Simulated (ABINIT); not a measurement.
## Dielectric calculation of GaAs (part 2 of 3)

GaAs (F-43m, 2 atoms in the cell); Kohn-Sham DFT of a periodic cell, PBE, PseudoDojo NC SR PBE v0.4.1 standard, no spin polarisation (ABINIT 10.8.3); cutoff 1034.03 eV, 4×4×4 k-mesh, fixed occupations. The structure derives from an entry of the Crystallography Open Database.

Geometry of the input (Å; fractional positions):
```
0.0000  2.8268  2.8268
2.8268  0.0000  2.8268
2.8268  2.8268  0.0000
As 0.7500  0.7500  0.7500
Ga 0.0000  0.0000  0.0000
```

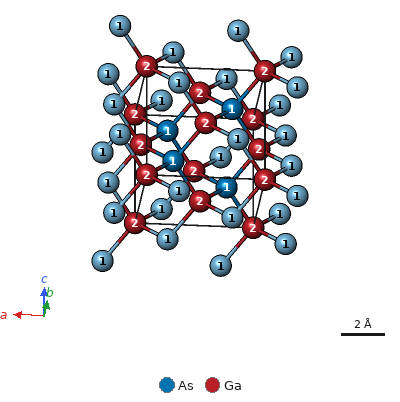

The structure (ball-and-stick view of the cell 4 times as large as that of the calculation, set on its symmetry axes, seen at an oblique angle; neighbours outside the cell are drawn fainter; atoms are numbered from 1 in the order of the input).

## Output, continued
```
     iter   2DEtotal(Ha)        deltaE(Ha) residm    vres2
-ETOT  1  -73.907808561826     -7.391E+01 1.499E+00 0.000E+00
 ETOT  2  -74.120846054727     -2.130E-01 1.597E-01 0.000E+00
 ETOT  3  -74.130094131670     -9.248E-03 1.799E-02 0.000E+00
 ETOT  4  -74.131008763657     -9.146E-04 2.503E-03 0.000E+00
 ETOT  5  -74.131121470151     -1.127E-04 3.566E-04 0.000E+00
 ETOT  6  -74.131136450159     -1.498E-05 5.255E-05 0.000E+00
 ETOT  7  -74.131138510527     -2.060E-06 7.658E-06 0.000E+00
 ETOT  8  -74.131138799405     -2.889E-07 1.123E-06 0.000E+00
 ETOT  9  -74.131138840418     -4.101E-08 1.627E-07 0.000E+00
 ETOT 10  -74.131138846291     -5.874E-09 2.406E-08 0.000E+00
 ETOT 11  -74.131138847138     -8.471E-10 3.440E-09 0.000E+00
 ETOT 12  -74.131138847261     -1.228E-10 5.181E-10 0.000E+00
 ETOT 13  -74.131138847279     -1.785E-11 7.262E-11 0.000E+00
 ETOT 14  -74.131138847282     -2.672E-12 1.123E-11 0.000E+00
 ETOT 15  -74.131138847282     -3.979E-13 1.536E-12 0.000E+00
 ETOT 16  -74.131138847282     -1.421E-14 2.453E-13 0.000E+00
 ETOT 17  -74.131138847282      1.421E-14 3.270E-14 0.000E+00
 ETOT 18  -74.131138847282     -5.684E-14 5.413E-15 0.000E+00
 ETOT 19  -74.131138847282      0.000E+00 7.031E-16 0.000E+00
 ETOT 20  -74.131138847282      4.263E-14 1.210E-16 0.000E+00
 ETOT 21  -74.131138847282      1.421E-14 1.534E-17 0.000E+00
 ETOT 22  -74.131138847282     -1.421E-14 2.739E-18 0.000E+00
 ETOT 23  -74.131138847282     -1.421E-14 9.985E-19 0.000E+00

 At SCF step   23   max residual=  9.98E-19 < tolwfr=  1.00E-18 =>converged.
================================================================================

 ----iterations are completed or convergence reached----

 Mean square residual over all n,k,spin=   59.823E-20; max=  99.847E-20
 dfpt_looppert : ek2=    5.8103964235E+01
          f-sum rule ratio=    1.0062274900E+00
 Expectation of eigenvalue derivatives (hartree) for nkpt= 128  k points:
  (in case of degenerate eigenvalues, averaged derivative)
 kpt#   1, nband= 14, wtk=  0.00781, kpt= -0.1250 -0.2500  0.0000 (reduced coord)
   0.00009   -0.00008   -0.00008    0.00005   -0.00004    0.00395   -0.00269   -0.00217
   0.00196   -0.00088   -0.03556   -0.04945    0.22871    0.16917
 prteigrs : prtvol=0 or 1, do not print more k-points.

 2DEtotal=   -0.7413113885E+02 Ha. Also 2DEtotal=   -0.201721105203E+04 eV
    (  non-var. 2DEtotal :   -7.4131138846E+01 Ha)

--------------------------------------------------------------------------------
 Perturbation wavevector (in red.coord.)   0.000000  0.000000  0.000000
 Perturbation : derivative vs k along direction   2
 The set of symmetries contains only one element for this perturbation.
 symkpt : not enough symmetry to change the number of k points.

--------------------------------------------------------------------------------

--------------------------------------------------------------------------------

 Initialisation of the first-order wave-functions :
  ireadwf=   0

--- !BeginCycle
iteration_state: {dtset: 2, }
solver: {iscf: -3, nstep: 80, nline: 4, wfoptalg: 0, }
tolerances: {tolwfr: 1.00E-18, }
...

     iter   2DEtotal(Ha)        deltaE(Ha) residm    vres2
-ETOT  1  -73.907808561730     -7.391E+01 1.499E+00 0.000E+00
 ETOT  2  -74.120846054630     -2.130E-01 1.597E-01 0.000E+00
 ETOT  3  -74.130094131573     -9.248E-03 1.799E-02 0.000E+00
 ETOT  4  -74.131008763560     -9.146E-04 2.503E-03 0.000E+00
 ETOT  5  -74.131121470054     -1.127E-04 3.566E-04 0.000E+00
 ETOT  6  -74.131136450062     -1.498E-05 5.255E-05 0.000E+00
 ETOT  7  -74.131138510429     -2.060E-06 7.658E-06 0.000E+00
 ETOT  8  -74.131138799308     -2.889E-07 1.123E-06 0.000E+00
 ETOT  9  -74.131138840320     -4.101E-08 1.627E-07 0.000E+00
 ETOT 10  -74.131138846194     -5.874E-09 2.406E-08 0.000E+00
 ETOT 11  -74.131138847042     -8.473E-10 3.440E-09 0.000E+00
 ETOT 12  -74.131138847164     -1.227E-10 5.181E-10 0.000E+00
 ETOT 13  -74.131138847182     -1.795E-11 7.262E-11 0.000E+00
 ETOT 14  -74.131138847185     -2.601E-12 1.123E-11 0.000E+00
 ETOT 15  -74.131138847185     -4.263E-13 1.536E-12 0.000E+00
 ETOT 16  -74.131138847185     -5.684E-14 2.453E-13 0.000E+00
 ETOT 17  -74.131138847185      0.000E+00 3.270E-14 0.000E+00
 ETOT 18  -74.131138847185      0.000E+00 5.413E-15 0.000E+00
 ETOT 19  -74.131138847185     -2.842E-14 7.031E-16 0.000E+00
 ETOT 20  -74.131138847185      0.000E+00 1.210E-16 0.000E+00
 ETOT 21  -74.131138847185      4.263E-14 1.534E-17 0.000E+00
 ETOT 22  -74.131138847185      0.000E+00 2.739E-18 0.000E+00
 ETOT 23  -74.131138847185     -2.842E-14 9.985E-19 0.000E+00

 At SCF step   23   max residual=  9.98E-19 < tolwfr=  1.00E-18 =>converged.
================================================================================

 ----iterations are completed or convergence reached----

 Mean square residual over all n,k,spin=   59.837E-20; max=  99.847E-20
 dfpt_looppert : ek2=    5.8103964235E+01
          f-sum rule ratio=    1.0062274900E+00
 Expectation of eigenvalue derivatives (hartree) for nkpt= 128  k points:
  (in case of degenerate eigenvalues, averaged derivative)
 kpt#   1, nband= 14, wtk=  0.00781, kpt= -0.1250 -0.2500  0.0000 (reduced coord)
  -0.00001   -0.00005   -0.00007   -0.00002   -0.00003    0.00763   -0.00184   -0.00245
   0.00032   -0.00048   -0.16149    0.54637    0.17554    0.12201
 prteigrs : prtvol=0 or 1, do not print more k-points.

 2DEtotal=   -0.7413113885E+02 Ha. Also 2DEtotal=   -0.201721105203E+04 eV
    (  non-var. 2DEtotal :   -7.4131138846E+01 Ha)

--------------------------------------------------------------------------------
 Perturbation wavevector (in red.coord.)   0.000000  0.000000  0.000000
 Perturbation : derivative vs k along direction   3
 The set of symmetries contains only one element for this perturbation.
 symkpt : not enough symmetry to change the number of k points.

--------------------------------------------------------------------------------

--------------------------------------------------------------------------------

 Initialisation of the first-order wave-functions :
  ireadwf=   0

--- !BeginCycle
iteration_state: {dtset: 2, }
solver: {iscf: -3, nstep: 80, nline: 4, wfoptalg: 0, }
tolerances: {tolwfr: 1.00E-18, }
...

     iter   2DEtotal(Ha)        deltaE(Ha) residm    vres2
-ETOT  1  -73.907808561630     -7.391E+01 1.499E+00 0.000E+00
 ETOT  2  -74.120846054532     -2.130E-01 1.597E-01 0.000E+00
 ETOT  3  -74.130094131475     -9.248E-03 1.799E-02 0.000E+00
 ETOT  4  -74.131008763462     -9.146E-04 2.503E-03 0.000E+00
 ETOT  5  -74.131121469956     -1.127E-04 3.566E-04 0.000E+00
 ETOT  6  -74.131136449964     -1.498E-05 5.255E-05 0.000E+00
 ETOT  7  -74.131138510331     -2.060E-06 7.658E-06 0.000E+00
 ETOT  8  -74.131138799210     -2.889E-07 1.123E-06 0.000E+00
 ETOT  9  -74.131138840222     -4.101E-08 1.627E-07 0.000E+00
 ETOT 10  -74.131138846096     -5.874E-09 2.406E-08 0.000E+00
 ETOT 11  -74.131138846943     -8.469E-10 3.440E-09 0.000E+00
 ETOT 12  -74.131138847066     -1.228E-10 5.181E-10 0.000E+00
 ETOT 13  -74.131138847084     -1.799E-11 7.262E-11 0.000E+00
 ETOT 14  -74.131138847087     -2.572E-12 1.123E-11 0.000E+00
 ETOT 15  -74.131138847087     -3.695E-13 1.536E-12 0.000E+00
 ETOT 16  -74.131138847087     -1.279E-13 2.453E-13 0.000E+00
 ETOT 17  -74.131138847087     -1.421E-14 3.270E-14 0.000E+00
 ETOT 18  -74.131138847087     -4.263E-14 5.413E-15 0.000E+00
 ETOT 19  -74.131138847087      1.421E-14 7.031E-16 0.000E+00
 ETOT 20  -74.131138847087      4.263E-14 1.210E-16 0.000E+00
 ETOT 21  -74.131138847087     -5.684E-14 1.534E-17 0.000E+00
 ETOT 22  -74.131138847087      5.684E-14 2.739E-18 0.000E+00
 ETOT 23  -74.131138847087     -4.263E-14 9.985E-19 0.000E+00

 At SCF step   23   max residual=  9.98E-19 < tolwfr=  1.00E-18 =>converged.
================================================================================

 ----iterations are completed or convergence reached----

 Mean square residual over all n,k,spin=   59.815E-20; max=  99.847E-20
 dfpt_looppert : ek2=    5.8103964235E+01
          f-sum rule ratio=    1.0062274900E+00
 Expectation of eigenvalue derivatives (hartree) for nkpt= 128  k points:
  (in case of degenerate eigenvalues, averaged derivative)
 kpt#   1, nband= 14, wtk=  0.00781, kpt= -0.1250 -0.2500  0.0000 (reduced coord)
  -0.00004    0.00006    0.00008   -0.00002    0.00004   -0.00579    0.00226    0.00231
  -0.00114    0.00068    0.09852   -0.24846   -0.20213   -0.14559
 prteigrs : prtvol=0 or 1, do not print more k-points.

 2DEtotal=   -0.7413113885E+02 Ha. Also 2DEtotal=   -0.201721105202E+04 eV
    (  non-var. 2DEtotal :   -7.4131138846E+01 Ha)
================================================================================

 ---- first-order wavefunction calculations are completed ----

 Total localisation tensor (bohr^2) in cartesian coordinates
  WARNING : still subject to testing - especially symmetries.
      direction              matrix element
   alpha     beta       real part   imaginary part
     1        1       1.5904838561   -0.0000000000
     1        2       0.7952419281   -0.0000000000
     1        3       0.7952419281   -0.0000000000
     2        1       0.7952419281   -0.0000000000
     2        2       1.5904838561    0.0000000000
     2        3       0.7952419281    0.0000000000
     3        1       0.7952419281   -0.0000000000
     3        2       0.7952419281    0.0000000000
     3        3       1.5904838561    0.0000000000

 respfn : d/dk was computed, but no 2DTE, so no DDB output.

================================================================================
== DATASET  3 ==================================================================

--- !DatasetInfo
iteration_state: {dtset: 3, }
dimensions: {natom: 2, nkpt: 128, mband: 14, nsppol: 1, nspinor: 1, nspden: 1, mpw: 3420, }
cutoff_energies: {ecut:  38.0, pawecutdg:  -1.0, }
electrons: {nelect:   2.80000000E+01, charge:   0.00000000E+00, occopt:   1.00000000E+00, tsmear:   1.00000000E-02, }
meta: {optdriver: 1, rfelfd: 3, }
...

 mkfilename : getwfk/=0, take file _WFK from output of DATASET   1.

 mkfilename : getddk/=0, take file _1WF from output of DATASET   2.

 Exchange-correlation functional for the present dataset will be:
  GGA: Perdew-Burke-Ernzerhof functional - ixc=11
  J.P.Perdew, K.Burke, M.Ernzerhof, PRL 77, 3865 (1996)

 Real(R)+Recip(G) space primitive vectors, cartesian coordinates (Bohr,Bohr^-1):
 R(1)=  0.0000000  5.3419723  5.3419723  G(1)= -0.0935984  0.0935984  0.0935984
 R(2)=  5.3419723  0.0000000  5.3419723  G(2)=  0.0935984 -0.0935984  0.0935984
 R(3)=  5.3419723  5.3419723  0.0000000  G(3)=  0.0935984  0.0935984 -0.0935984
 Unit cell volume ucvol=  3.0488418E+02 bohr^3
 Angles (23,13,12)=  6.00000000E+01  6.00000000E+01  6.00000000E+01 degrees
 setup1 : take into account q-point for computing boxcut.

 getcut: wavevector=  0.0000  0.0000  0.0000  ngfft=  45  45  45
         ecut(hartree)=     38.000   => boxcut(ratio)=   2.09884
--------------------------------------------------------------------------------

 ==>  initialize data related to q vector <==

 The list of irreducible perturbations for this q vector is:
    1)    idir= 1    ipert=   4

================================================================================

 The perturbation idir=   2  ipert=   4 is
 symmetric of a previously calculated perturbation.
 So, its SCF calculation is not needed.

 The perturbation idir=   3  ipert=   4 is
 symmetric of a previously calculated perturbation.
 So, its SCF calculation is not needed.

--------------------------------------------------------------------------------
 Perturbation wavevector (in red.coord.)   0.000000  0.000000  0.000000
 Perturbation : homogeneous electric field along direction   1
 The set of symmetries contains only one element for this perturbation.
 symkpt : not enough symmetry to change the number of k points.

--------------------------------------------------------------------------------

--------------------------------------------------------------------------------

 Initialisation of the first-order wave-functions :
  ireadwf=   0

--- !BeginCycle
iteration_state: {dtset: 3, }
solver: {iscf: 7, nstep: 80, nline: 4, wfoptalg: 0, }
tolerances: {tolvrs: 1.00E-10, }
...

     iter   2DEtotal(Ha)        deltaE(Ha) residm    vres2
-ETOT  1  -339.49464789682     -3.395E+02 1.410E+02 4.703E+04
 ETOT  2  -357.10165754401     -1.761E+01 1.430E+01 2.852E+03
 ETOT  3  -358.06721503486     -9.656E-01 1.244E+00 1.590E+02
 ETOT  4  -358.15884225692     -9.163E-02 1.608E-01 3.432E+01
 ETOT  5  -358.17428600977     -1.544E-02 2.088E-02 1.933E-01
 ETOT  6  -358.17524681415     -9.608E-04 3.423E-03 4.374E-02
 ETOT  7  -358.17538178210     -1.350E-04 4.203E-04 2.436E-03
 ETOT  8  -358.17540037061     -1.859E-05 7.249E-05 3.070E-04
 ETOT  9  -358.17540306360     -2.693E-06 8.935E-06 1.064E-05
 ETOT 10  -358.17540345296     -3.894E-07 1.615E-06 2.366E-06
 ETOT 11  -358.17540351116     -5.820E-08 1.984E-07 1.782E-07
 ETOT 12  -358.17540351986     -8.697E-09 3.679E-08 3.165E-09
 ETOT 13  -358.17540352116     -1.306E-09 4.478E-09 2.832E-09
 ETOT 14  -358.17540352136     -1.994E-10 8.505E-10 3.212E-10
 ETOT 15  -358.17540352139     -3.087E-11 1.013E-10 7.479E-11

 At SCF step   15       vres2   =  7.48E-11 < tolvrs=  1.00E-10 =>converged.
-open ddk wf file :runo_DS2_1WF7
-open ddk wf file :runo_DS2_1WF8
-open ddk wf file :runo_DS2_1WF9
================================================================================

 ----iterations are completed or convergence reached----

 Mean square residual over all n,k,spin=   17.863E-14; max=  10.129E-11

 2DEtotal=   -0.3581754035E+03 Ha. Also 2DEtotal=   -0.974644924903E+04 eV
    (  non-var. 2DEtotal :   -3.5817538941E+02 Ha)
================================================================================

 ---- first-order wavefunction calculations are completed ----

 ==> Compute Derivative Database <==
 The violation of the charge neutrality conditions
 by the effective charges is as follows :
    atom        electric field
 displacement     direction
       1               1       -0.174434        0.000000
       1               2       -0.000000        0.000000
       1               3       -0.000000        0.000000
       2               1       -0.000000        0.000000
       2               2       -0.174434        0.000000
       2               3        0.000000        0.000000
       3               1        0.000000        0.000000
       3               2        0.000000        0.000000
       3               3       -0.174434        0.000000

 Effective charge tensors after
 imposition of the charge neutrality (if requested by user),
 and eventual restriction to some part :
   atom    displacement
         1         1   -2.207370E+00   -4.484657E-15   -1.440871E-15
         1         2   -2.708300E-15   -2.207370E+00    1.542934E-15
         1         3    2.708300E-15    4.484657E-15   -2.207370E+00
         2         1    2.207370E+00    4.484657E-15    1.440871E-15
         2         2    2.708300E-15    2.207370E+00   -1.542934E-15
         2         3   -2.708300E-15   -4.484657E-15    2.207370E+00
 Now, the imaginary part of the dynamical matrix is zeroed

  Dielectric tensor, in cartesian coordinates,
     j1       j2             matrix element
  dir pert dir pert     real part    imaginary part

   1    4   1    4        15.2282988446        -0.0000000000

   2    4   2    4        15.2282988446        -0.0000000000

   3    4   3    4        15.2282988446        -0.0000000000

  Effective charges, in cartesian coordinates,
  (from electric field response)
   if specified in the inputs, charge neutrality has been imposed
     j1       j2             matrix element
  dir pert dir pert     real part    imaginary part

   1    1   1    4        -2.2073700477         0.0000000000
   1    2   1    4         2.2073700477         0.0000000000

   2    1   2    4        -2.2073700477         0.0000000000
   2    2   2    4         2.2073700477         0.0000000000

   3    1   3    4        -2.2073700477         0.0000000000
   3    2   3    4         2.2073700477         0.0000000000

== END DATASET(S) ==============================================================
================================================================================

 -outvars: echo values of variables after computation  --------
            acell      1.8897261259E+00  1.8897261259E+00  1.8897261259E+00 Bohr
           etotal1    -1.8256406058E+02
           etotal2    -7.4131138847E+01
           etotal3    -3.5817540352E+02
            fcart1    -4.0324360703E-28 -4.0324360703E-28  1.2097308211E-27
                       4.0324360703E-28  4.0324360703E-28 -1.2097308211E-27
            fcart3     0.0000000000E+00  0.0000000000E+00  0.0000000000E+00
                       0.0000000000E+00  0.0000000000E+00  0.0000000000E+00
            rprim      0.0000000000E+00  2.8268500000E+00  2.8268500000E+00
                       2.8268500000E+00  0.0000000000E+00  2.8268500000E+00
                       2.8268500000E+00  2.8268500000E+00  0.0000000000E+00
           strten1    -8.0989432924E-05 -8.0989432924E-05 -8.0989432924E-05
                       0.0000000000E+00  0.0000000000E+00  0.0000000000E+00
           strten3     0.0000000000E+00  0.0000000000E+00  0.0000000000E+00
                       0.0000000000E+00  0.0000000000E+00  0.0000000000E+00
           xangst      4.2402750000E+00  4.2402750000E+00  4.2402750000E+00
                       0.0000000000E+00  0.0000000000E+00  0.0000000000E+00
             xred      7.5000000000E-01  7.5000000000E-01  7.5000000000E-01
                       0.0000000000E+00  0.0000000000E+00  0.0000000000E+00
 Calculation completed.
```

## File anaddb.abo
```
.Version 10.8.3 of ANADDB
================================================================================

 -outvars_anaddb: echo values of input variables ----------------------

 Flags :
     dieflag         2
 Miscellaneous information :
         asr         1

================================================================================

 read the DDB information and perform some checks

  ==== Info on the Cryst% object ====
 Real(R)+Recip(G) space primitive vectors, cartesian coordinates (Bohr,Bohr^-1):
 R(1)=  0.0000000  5.3419723  5.3419723  G(1)= -0.0935984  0.0935984  0.0935984
 R(2)=  5.3419723  0.0000000  5.3419723  G(2)=  0.0935984 -0.0935984  0.0935984
 R(3)=  5.3419723  5.3419723  0.0000000  G(3)=  0.0935984  0.0935984 -0.0935984
 Unit cell volume ucvol=  3.0488418E+02 bohr^3
 Angles (23,13,12)=  6.00000000E+01  6.00000000E+01  6.00000000E+01 degrees
 Time-reversal symmetry is present
 Reduced atomic positions [iatom, xred, symbol]:
    1)    0.7500000  0.7500000  0.7500000  As
    2)    0.0000000  0.0000000  0.0000000  Ga

 DDB file with 3 blocks has been read.

================================================================================

 Dielectric Tensor and Effective Charges

 anaddb : Zero the imaginary part of the Dynamical Matrix at Gamma,
   and impose the ASR on the effective charges

 The violation of the charge neutrality conditions
 by the effective charges is as follows :
    atom        electric field
 displacement     direction
       1               1       -0.174434        0.000000
       1               2       -0.000000        0.000000
       1               3       -0.000000        0.000000
       2               1       -0.000000        0.000000
       2               2       -0.174434        0.000000
       2               3        0.000000        0.000000
       3               1        0.000000        0.000000
       3               2        0.000000        0.000000
       3               3       -0.174434        0.000000

 Effective charge tensors after
 imposition of the charge neutrality (if requested by user),
 and eventual restriction to some part :
   atom    displacement
         1         1   -2.207370E+00   -2.614429E-16   -2.640356E-16
         1         2   -2.614429E-16   -2.207370E+00    2.588502E-16
         1         3    2.614429E-16    2.614429E-16   -2.207370E+00
         2         1    2.207370E+00    2.614429E-16    2.640356E-16
         2         2    2.614429E-16    2.207370E+00   -2.588502E-16
         2         3   -2.614429E-16   -2.614429E-16    2.207370E+00
 Now, the imaginary part of the dynamical matrix is zeroed

================================================================================

 anaddb : the run completed successfully.
```

This output came from the following input.
